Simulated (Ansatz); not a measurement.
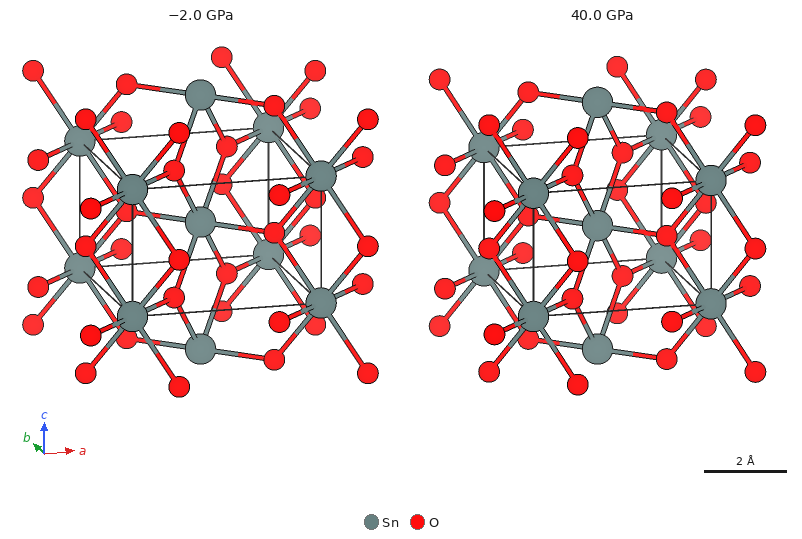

A crystal of SnO$_{2}$ (set up in Pnnm), relaxed (cell and atoms) at several target pressures. The picture shows the first and the last member. A ball-and-stick model of the cell of the calculation, seen slightly off an axis.

Computed with Ansatz 0.2.0: DFT r2SCAN, scalar-relativistic, plane waves, PAW. Set-up: plane-wave cutoff 500 eV; k-point mesh 6 × 6 × 8 at −2.0 to 20.0, 6 × 6 × 10 at 40.0 GPa; occupations gaussian; smearing width 0.02 eV; no spin polarisation; cell and atoms relaxed; force threshold 0.008 eV/Å.

```
pressure (GPa)  volume (Å³/atom)  a (Å)  b (Å)  c (Å)  band gap (eV)
          −2.0            12.208  4.779  4.779  3.207           1.66
           0.0            12.086  4.760  4.760  3.201           1.77
           2.0            11.974  4.742  4.743  3.194           1.87
           5.0                 ?      ?      ?      ?              ?
          10.0            11.569  4.676  4.676  3.174           2.27
          20.0            11.155  4.608  4.609  3.151           2.71
          40.0            10.511  4.499  4.501  3.114           3.48
```

Estimate the missing row from the others, and compare with the calculation.

Murnaghan's form V = V₀(1 + B′P/B₀)^(−1/B′), with V₀ = 12.086 Å³ from the row at zero pressure, fits the other rows with B₀ = 208 GPa and B′ = 4.37 (largest miss 0.003 Å³). At 5.0 GPa it gives 12.086 × (1 + 4.37 × 5.0/208)^(−1/4.37) = 11.813 Å³ per atom. The calculation gives 11.810 Å³/atom (a = 4.715 Å, b = 4.715 Å, c = 3.187 Å). The estimate is 0.003 Å³/atom too high. For the gap a parabola through the rows 0.0, 2.0, 10.0 gives 2.02 eV, and the calculation 2.03 eV (semilocal gaps, lower than measured ones as a rule). From the first member to the last: O–Sn 2.069 → 1.940 Å, O–Sn 2.071 → 1.992 Å.

The whole series:

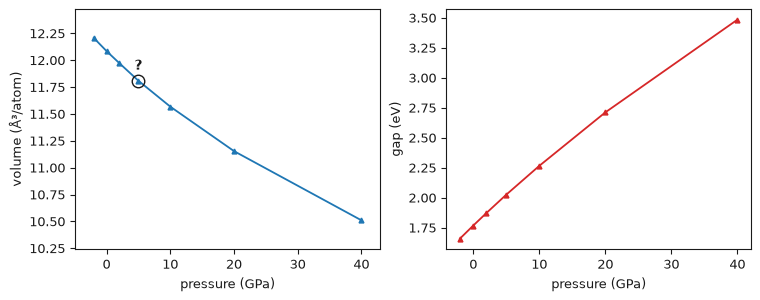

Each member starts from this one structure; whether another phase lies lower wasn't checked.
